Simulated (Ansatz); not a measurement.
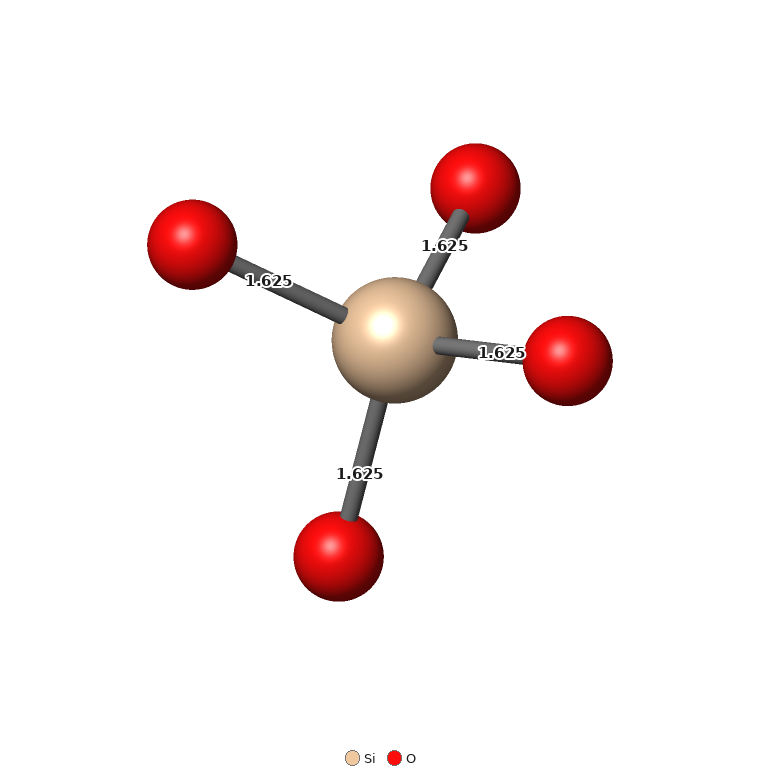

The surroundings of site Si1 (at 0.794, 0.794, 0.500) in SiO$_{2}$ in space group P4_32_12, with bond lengths in Å.

Origin of the cell: the end point of a relaxation with DFT, PBE, plane waves, PAW (Ansatz).

```yaml
crystal:
  lattice:
    - [5.08440, 0.00000, 0.00000]
    - [0.00000, 5.08440, 0.00000]
    - [0.00000, 0.00000, 7.09678]
  atoms:
    - { symbol: Si, position: [0.79390, 0.79390, 0.50000] }
    - { symbol: Si, position: [0.70610, 0.29390, 0.25000] }
    - { symbol: Si, position: [0.20610, 0.20610, 0.00000] }
    - { symbol: Si, position: [0.29390, 0.70610, 0.75000] }
    - { symbol: O, position: [0.25884, 0.40646, 0.82569] }
    - { symbol: O, position: [0.09354, 0.75884, 0.57569] }
    - { symbol: O, position: [0.74116, 0.59354, 0.32569] }
    - { symbol: O, position: [0.90646, 0.24116, 0.07569] }
    - { symbol: O, position: [0.75884, 0.09354, 0.42431] }
    - { symbol: O, position: [0.59354, 0.74116, 0.67431] }
    - { symbol: O, position: [0.24116, 0.90646, 0.92431] }
    - { symbol: O, position: [0.40646, 0.25884, 0.17431] }
```

Bond valence s = exp((R0 − d)/b), R0 fitted to published crystal structures with b = 0.37 Å; R0 in Å: Si4+–O 1.620.

Calculate the bond-valence sum of Si1 from the bonds drawn.

Answer. 4 × 0.987 = 3.95 v.u., against a formal valence of 4: a close match.

And over the whole structure?

Answer.
```json
{"site": "Si1", "x, y, z": "0.794, 0.794, 0.500", "formal valence": "+4", "bond-valence sum": "3.97", "difference": "-0.03"}
{"site": "O1", "x, y, z": "0.259, 0.406, 0.826", "formal valence": "−2", "bond-valence sum": "1.99", "difference": "-0.01"}
```

These sums include all anions within 5 Å. The global instability index (root mean square of the differences over all atoms) is 0.02 v.u.: little strain. Cells relaxed with PBE tend to have slightly long bonds, which lowers the sums.
